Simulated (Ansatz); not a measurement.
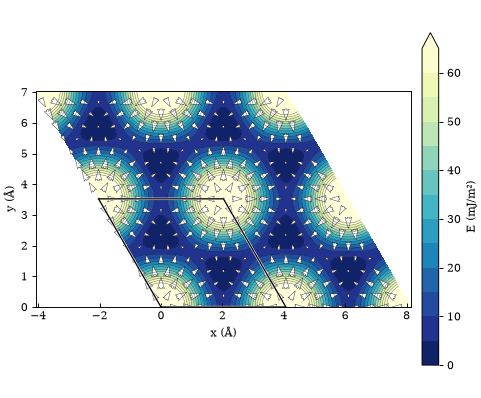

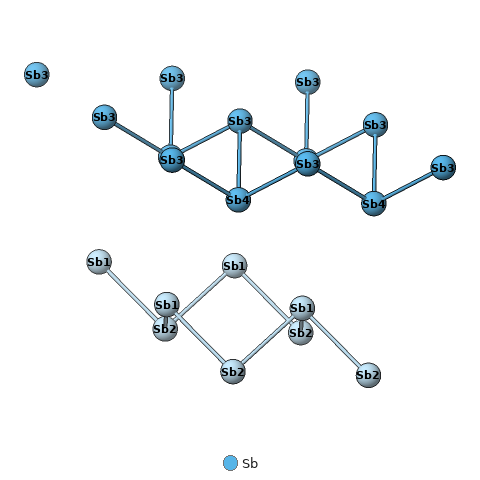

Energy landscape of a bilayer of two Sb sheets of the honeycomb type, the upper one turned by 180 degrees about the normal (4 atoms in the cell). 
- The upper layer of a bilayer is slid over the lower one; relaxed at each slide: nothing; the origin of the map has Sb4 above Sb1; the distance between the facing planes is held at 3.85 Å.
- Places are given modulo a cell vector. The map is drawn in real space over the plane of the slide.
- The grid has 9 × 9 points; 12 points were computed and 69 follow by symmetry.
- Energies are in mJ/m², from the lowest grid point.
- At a held distance the lowest stacking need not be the one that binds best once the distance relaxes.
- The calculation used DFT PBE+D3(BJ), scalar-relativistic, plane waves, PAW in Ansatz 0.2.0. Settings: cutoff 420 eV, k-mesh 9×9×1, gaussian smearing 0.05 eV, no spin polarisation.

The picture shows filled contours, arrows along the force (downhill), their lengths compressed, the outline of one cell of the 2 × 2 shown, one colour for all values above the top of the scale. Between grid points the surface is interpolated. The second picture is the structure at the lowest point; the lower layer is drawn fainter.

**Describe this landscape.**

The lowest grid point is at (3/9, 6/9) of the cell vectors; the map holds 2 wells of about this depth. It is the only kind of minimum in the scanned range. The highest grid point, (0/9, 0/9) of the cell vectors, lies 96 mJ/m² above the lowest. On the interpolated surface the easiest way out of the lowest well to a well of about the same depth near (6/9, 3/9) of the cell vectors passes a barrier of about 8.2 mJ/m². Facing atoms of the upper layer at the lowest point: Sb above Sb of a deeper plane; at the highest: Sb above Sb.

The input of one point:

```yaml
crystal:
  lattice:
    - [4.0686853555, 0.0, 0.0]
    - [-2.0343426777, 3.5235848779, 0.0]
    - [0.0, 0.0, 20.8000291998]
  atoms:
    - { symbol: Sb, position: [0.3333333333, 0.6666666667, 0.2956733638] }
    - { symbol: Sb, position: [0.6666666667, 0.3333333333, 0.2163458501] }
    - { symbol: Sb, position: [1.0, 1.0, 0.5600967714] }
    - { symbol: Sb, position: [0.6666666667, 1.3333333333, 0.4807692578] }
basis:
  ecutwfc: 420
kpoints:
  mp_grid: { grid: [9, 9, 1] }
hamiltonian:
  xc: pbe
  dispersion: d3bj
scf:
  occupations: { method: gaussian, width: 0.05 }
output:
  forces: true
  eigenvalues: true
efield:
  axis: 3
  dipole_correction: true
  ramp_width: 0.04
```

The whole map (12 points run) took 6.7 min on 1 thread of Intel(R) Xeon(R) Platinum 8259CL CPU @ 2.50GHz (Skylake/Cascade Lake), with other jobs on the host.
